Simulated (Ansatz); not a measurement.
# Calculations on Ti24O49

## 1. Relaxation

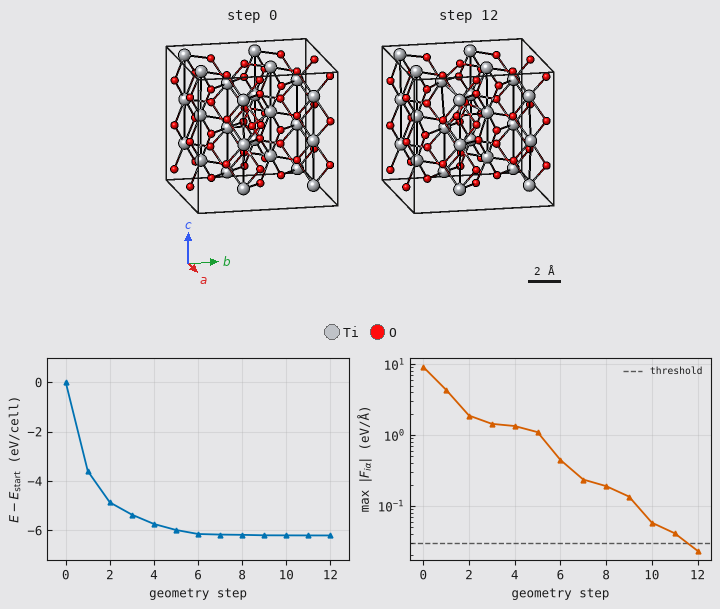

First and last geometry of a relaxation of a defect cell of composition Ti₂₄O₄₉ (cell charge −1), with the history of the run. The picture is a ball-and-stick view of the cell of the calculation (origin shifted), seen slightly off an axis.

The atoms of the start lie slightly off their symmetric places, so part of the fall in energy undoes that.

All numbers below come from DFT, PBEsol, PAW, plane waves in Ansatz 0.2.0. Settings: plane-wave cutoff 420 eV; k-point mesh 1 × 1 × 1; mesh shifted by (0.25, 0.25, 0.25); collinear spin; atoms relaxed in a fixed cell; force threshold 0.03 eV/Å; at most 80 steps.

Read the history and describe the run.

Answer. It converged. Over 12 geometry steps the energy falls by 6.206 eV per cell of the calculation. The largest force component goes from 9.1 to 0.023 eV/Å. The largest move is that of an O atom, 1.09 Å along [1 −3 3]. Largest moves by element: O 1.09 Å, Ti 0.19 Å. The cell stays as it was. Near-neighbour distances that change, for instance: O–Ti 2.245 → 3.275 Å, O–Ti 1.777 → 2.016 Å, O–Ti 1.957 → 2.165 Å, O–O 1.262 → 1.435 Å. Bonds break, among them: O–Ti (2.24 → 3.28 Å). Among the angles between lasting bonds that change: Ti–O–O 164.8° → 96.2°, Ti–O–Ti 151.1° → 126.8°, Ti–O–Ti 131.6° → 112.9°. Cost: 17 s on 1 × NVIDIA GB200 with 8 threads of Arm Neoverse-V2, peak memory 1.9 GiB.

```json
{"step": "0", "E − E(0), meV/atom": "0.00", "largest force component, eV/Å": "9.1433"}
{"step": "1", "E − E(0), meV/atom": "-49.31", "largest force component, eV/Å": "4.3398"}
{"step": "2", "E − E(0), meV/atom": "-66.67", "largest force component, eV/Å": "1.8831"}
{"step": "3", "E − E(0), meV/atom": "-73.47", "largest force component, eV/Å": "1.4379"}
{"step": "4", "E − E(0), meV/atom": "-78.65", "largest force component, eV/Å": "1.3392"}
{"step": "5", "E − E(0), meV/atom": "-81.98", "largest force component, eV/Å": "1.0983"}
{"step": "6", "E − E(0), meV/atom": "-84.20", "largest force component, eV/Å": "0.4448"}
{"step": "7", "E − E(0), meV/atom": "-84.53", "largest force component, eV/Å": "0.2351"}
{"step": "8", "E − E(0), meV/atom": "-84.67", "largest force component, eV/Å": "0.1899"}
{"step": "9", "E − E(0), meV/atom": "-84.93", "largest force component, eV/Å": "0.1352"}
{"step": "10", "E − E(0), meV/atom": "-84.96", "largest force component, eV/Å": "0.0579"}
{"step": "11", "E − E(0), meV/atom": "-85.00", "largest force component, eV/Å": "0.0410"}
{"step": "12", "E − E(0), meV/atom": "-85.02", "largest force component, eV/Å": "0.0232"}
```

Limits of the set-up: the cell is charged, on a uniform background, and energies carry no finite-size correction.

## 2. Relaxation

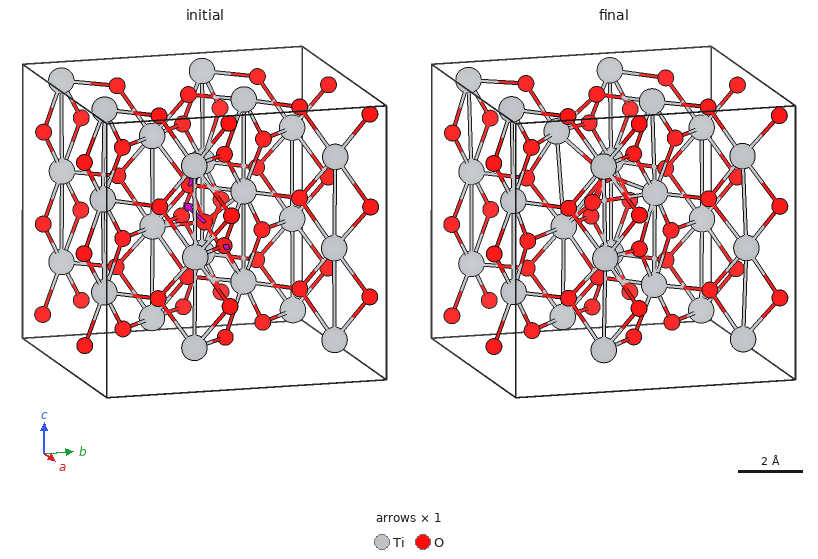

The structure of a defect cell of composition Ti24O49 before (left) and after (right) a relaxation, at one scale. The purple arrows give the displacements, at their true length.

The picture is a ball-and-stick view of the cell of the calculation (origin shifted), seen slightly off an axis.

The atoms of the start lie slightly off their symmetric places, so part of the fall in energy undoes that.

Method: DFT, PBEsol, PAW, plane waves in Ansatz 0.2.0. Set-up: plane-wave cutoff 420 eV; k-point mesh 1 × 1 × 1; mesh shifted by (0.25, 0.25, 0.25); no spin polarisation; atoms relaxed in a fixed cell; force threshold 0.03 eV/Å; at most 80 steps.

Summarise the run.

Answer. The largest move is that of an O atom, 1.06 Å along [1 −3 3]. By element the largest moves are O 1.06 Å, Ti 0.20 Å. The lattice vectors keep their values. Some distances before and after: O–Ti 2.245 → 3.246 Å, O–Ti 1.777 → 2.007 Å, O–Ti 1.957 → 2.158 Å, O–O 1.262 → 1.433 Å. Bonds break, among them: O–Ti (2.24 → 3.25 Å). Among the angles between lasting bonds that change: Ti–O–O 164.8° → 98.4°, Ti–O–Ti 151.1° → 127.5°, Ti–O–Ti 131.6° → 113.1°. Over 11 geometry steps the energy falls by 6.238 eV per cell of the calculation. Largest force component: 9.1 eV/Å at the start, 0.027 eV/Å at the end. The run took 16 s on 1 × NVIDIA GB300 Max-Q with 8 threads of Arm Neoverse-V2, peak memory 1.8 GiB.

## 3. Defect

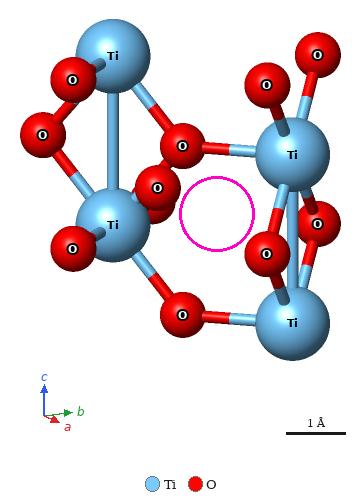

Perfect TiO2. The picture is a ball-and-stick view of the atoms within 3.3 Å of one point, seen from a free direction.

Level of theory: DFT, PBEsol, PAW, plane waves (Ansatz 0.2.0). Set-up: plane-wave cutoff 420 eV; k-point mesh 1 × 1 × 1; mesh shifted by (0.25, 0.25, 0.25); collinear spin. Fermi-Dirac smearing of 0.01 eV. A uniform background neutralises the charged cell. The axes drawn are those of the host's conventional cell.

An extra oxygen atom is put between the host's atoms (an interstitial) at the ringed place, in charge state −1. The supercell has 72 sites, and the atoms are relaxed at the host's cell.

Question: How do the neighbours respond?

Answer: The O atom starts with 1 O at 1.29 Å around its place and ends with 1 O at 1.44 Å. Of the host's atoms, an oxygen atom moves furthest from its site, by 0.62 Å. The O atom itself moves 1.11 Å from where it was put. The cell's net moment is 0.99 μB.

The relaxed defect, seen from the same direction:

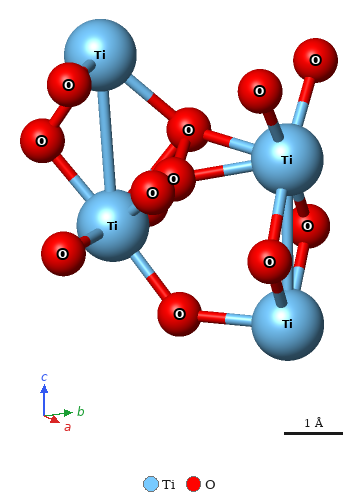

Limits of the set-up: the cell is charged, on a uniform background, and energies carry no finite-size correction.

## 4. Defect

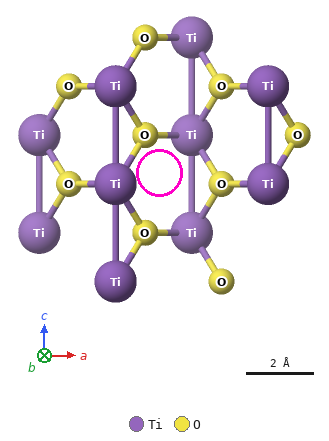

Perfect TiO2. The picture is a ball-and-stick view of the atoms within 4.6 Å of one point, in a slice 3.4 Å thick across the line of sight, seen along the b axis.

Theory: Ansatz, DFT, PBEsol, PAW, plane waves. (plane-wave cutoff 420 eV; k-point mesh 1 × 1 × 1; mesh shifted by (0.25, 0.25, 0.25); no spin polarisation) Fermi-Dirac smearing of 0.01 eV. The axes drawn are those of the host's conventional cell.

An extra oxygen atom is put between the host's atoms (an interstitial) at the ringed place, in charge state 0. The supercell has 72 sites, and the atoms are relaxed at the host's cell.

How do the neighbours respond?

Answer. The O atom starts with 1 O at 1.29 Å around its place and ends with 1 O at 1.43 Å. Of the host's atoms, an oxygen atom moves furthest from its site, by 0.61 Å. The O atom itself moves 1.08 Å from where it was put.

The relaxed defect, seen from the same direction:

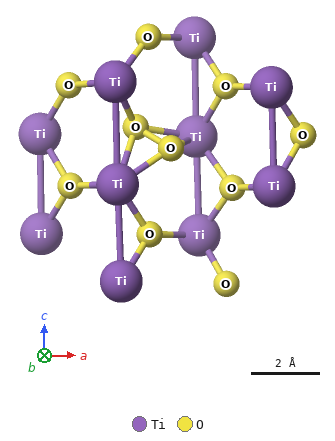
